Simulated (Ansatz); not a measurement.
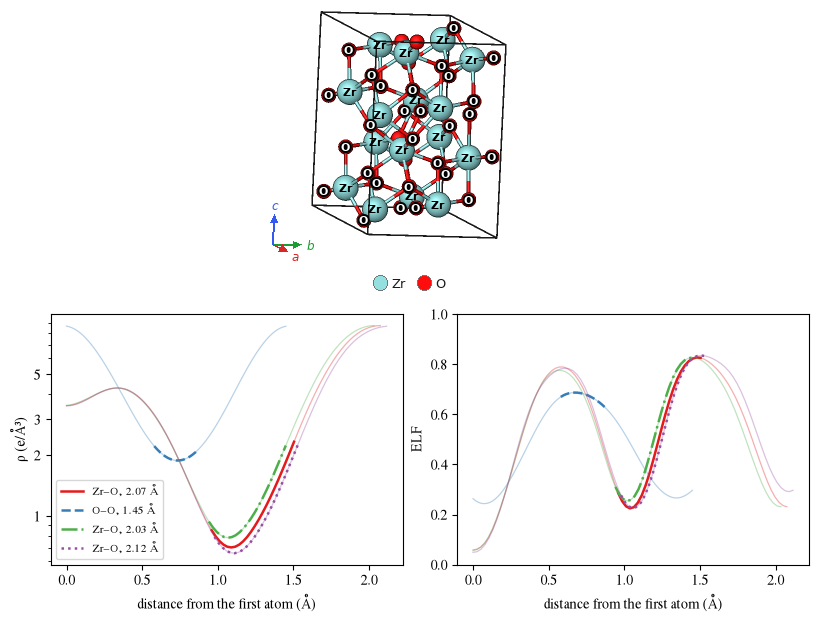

Zr16O33 (cell with a defect). Valence electron density and electron localisation function along straight lines between neighbouring atoms. Thin, pale parts lie inside the atomic spheres. The structure is drawn too.

PAW files of the earlier set (soft_1); the program warned that a starting moment wasn't kept; spin-polarised, but the moments vanished.

The calculation used DFT PBEsol, scalar-relativistic, plane waves, PAW (Ansatz 0.2.0).

The density is the valence pseudo-density of a PAW calculation; it isn't the true density close to the nuclei.

Zr16O33 (cell with a defect), 49 atoms, a = 7.32 Å, b = 7.32 Å, c = 10.63 Å, α = 96.46°, β = 83.54°, γ = 89.32°.

Compare the contacts.

Zr–O (2.07 Å): ρ at the midpoint is about 0.72 e/Å³; the ELF peaks at about 0.85 in the valence shell of O, 0.6 Å from its nucleus, and drops to about 0.20 between the two atoms: no localised pair shows between them.
O–O (1.45 Å): the density is about 1.9 e/Å³ at the midpoint; the ELF peaks at about 0.70 between the atoms.
Zr–O (2.03 Å): ρ at the midpoint is about 0.81 e/Å³; the ELF peaks at about 0.85 in the valence shell of O, 0.6 Å from its nucleus, and drops to about 0.25 between the two atoms: no shared electron pair shows on this line.
Zr–O (2.12 Å): ρ is about 0.67 e/Å³ halfway; the ELF peaks at about 0.85 in the valence shell of O, 0.6 Å from its nucleus, and drops to about 0.25 between the two atoms (no shared electron pair shows on this line).
